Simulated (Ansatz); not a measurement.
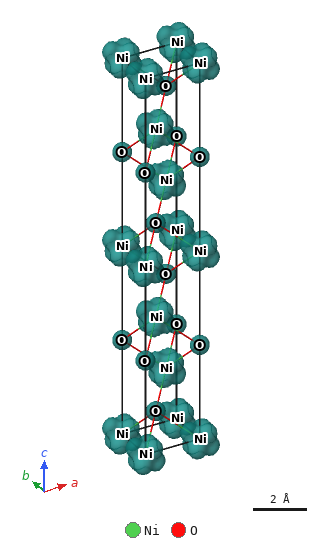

The picture shows: NiO. Isosurface of the spin density at +0.2 e/Å³ (teal), seen slightly off an axis. Sticks mark near contacts.

Space group Fm-3m; the SCF solution may not be the lowest one; Hubbard U of 6.2 eV on Ni d only; the program warned that a lower state may break the symmetry and another magnetic order may lie lower; spin-polarised.

Computed with DFT PBE+U, scalar-relativistic, plane waves, PAW in Ansatz.

Core electrons are frozen (PAW), and the valence fields are smoothed inside the atomic spheres.

Where is the spin, and how is it ordered?

Answer. The spin density sits on Ni: +1.7 μB (×6) in one cell of 12 atoms, with smaller moments on other sites: O (up to +0.19 μB): parallel main moments (a ferromagnetic arrangement) in this solution. The cell of the calculation (12 atoms) carries 12.0 μB of net spin moment.
